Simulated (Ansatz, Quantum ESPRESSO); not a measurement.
# Are band offsets transitive? GaP, Si and ZnS

**Set-up.** Quantum ESPRESSO 7.5, LDA with GBRV files. Each pair is a 5 + 5 layer (110) superlattice with atoms on ideal cubic sites at the pair's mean lattice constant; bulk valence tops are placed on the mean potential of each half. An offset X/Y is the valence top of Y less that of X.

| interface | a (Å) | valence offset (eV) |
| --- | --- | --- |
| GaP/Si | 5.38 | +0.278 |
| Si/ZnS | 5.351 | −1.292 |

**Question.** What is the offset GaP/ZnS, computed at a = 5.37 Å?

**Fit.** If offsets were properties of the bulk crystals alone, they would add: +0.278 + (−1.292) = −1.014 eV.

**The withheld run.** −1.000 eV; the sum misses by −0.014 eV. The rule holds within 0.05 eV. The three lattice constants differ by up to 0.5 %, so strain shifts of the valence tops enter the miss along with interface dipoles.

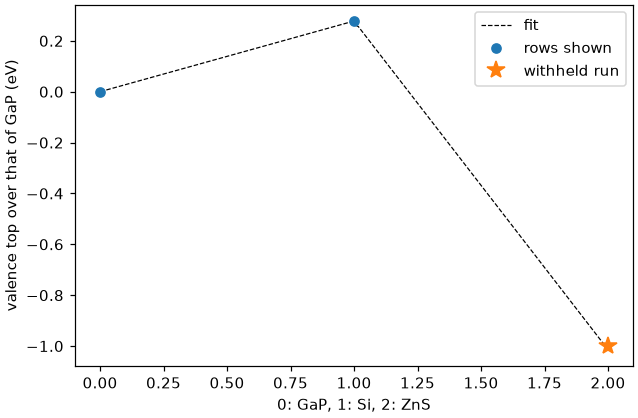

The rows shown, the fit and the withheld run.

Caveats: No interface relaxation, no spin-orbit coupling, thickness untested.
